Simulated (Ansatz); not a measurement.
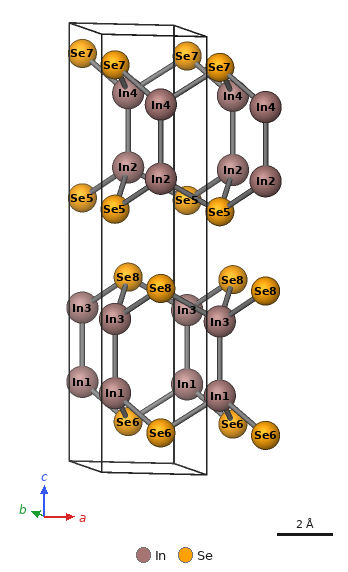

This is the input geometry for a relaxation of crystalline InSe (set up in P6_3/mmc). The picture is a ball-and-stick view of the cell of the calculation, repeated 2 × 2 × 1 with one cell outlined, seen slightly off an axis.

Case: volume × 0.91, shape and atoms relaxed.

Theory: DFT PBE+D3(BJ), scalar-relativistic, plane waves, PAW in Ansatz 0.2.0.

Input file:
```yaml
crystal:
  lattice:
    - [3.9213111364, 0.0, 0.0]
    - [-1.9606555682, 3.3959550603, 0.0]
    - [0.0, 0.0, 16.1252356226]
  atoms:
    - { symbol: In, position: [0.3333333333, 0.6666666667, 0.1653391801] }
    - { symbol: In, position: [0.6666666667, 0.3333333333, 0.6653391801] }
    - { symbol: In, position: [0.3333333333, 0.6666666667, 0.3346608199] }
    - { symbol: In, position: [0.6666666667, 0.3333333333, 0.8346608199] }
    - { symbol: Se, position: [0.3333333333, 0.6666666667, 0.5852046391] }
    - { symbol: Se, position: [0.6666666667, 0.3333333333, 0.0852046391] }
    - { symbol: Se, position: [0.3333333333, 0.6666666667, 0.9147953609] }
    - { symbol: Se, position: [0.6666666667, 0.3333333333, 0.4147953609] }
basis:
  ecutwfc: 420
kpoints:
  mp_grid: { grid: [12, 12, 2] }
hamiltonian:
  xc: pbe
  dispersion: d3bj
scf:
  occupations: { method: gaussian, width: 0.02 }
output:
  forces: true
  stress: true
  eigenvalues: true
  write_density: true
  write_potential: true
  elf: true
  volumetric_format: npy
relax:
  adjacent_minimum: "off"
  f_tol: 0.01
  max_steps: 30
  cell: { stress_tol: 0.1, fix: [volume] }
```

Command:
```bash
ansatz run input.yaml --threads 2 --pin off --max-ram 5120MiB --backend cpu --events-out ev --progress --plain --runs-dir out
```

What does the optimiser find from here?

Answer. The largest moves relative to the cell, 0.032 Å, are those of Se5, Se6, Se7 and Se8. Se6 goes along −c. By element the largest moves are Se 0.032 Å, In 0.004 Å. The drawn cell changes at constant volume: a = b 3.921 → 3.922 Å (0.0 %), c 16.125 → 16.119 Å (0.0 %). Among the contacts that change: In1–Se6 2.607 → 2.621 Å, In1–In3 2.730 → 2.738 Å. The space group stays P6_3/mmc (No. 194). The energy falls by 14.7 meV per cell of the calculation in 3 accepted moves (5 points after the start). Largest force component: 0.25 eV/Å at the start, 0.00024 eV/Å at the end. The pressure goes from 4.15 to 3.47 GPa. The line search rejected the trial step at point 1 of the run. The SCF was repeated once at an unchanged geometry on a basis and grid sized afresh for the cell, which shifted the energy by less than 0.05 meV per cell of the calculation at most.

History of the run:

| step | E − E(0), meV/atom | largest force component, eV/Å | pressure, GPa | note |
| --- | --- | --- | --- | --- |
| 0 | 0.00 | 0.2462 | 4.15 |  |
| 1 | 5.61 | 0.4228 | 2.42 | rejected |
| 2 | -1.80 | 0.0107 | 3.47 |  |
| 3 | -1.83 | 0.0155 | 3.48 |  |
| 4 | -1.84 | 0.0002 | 3.47 |  |
| 5 | -1.84 | 0.0002 | 3.47 | same geometry, new basis |
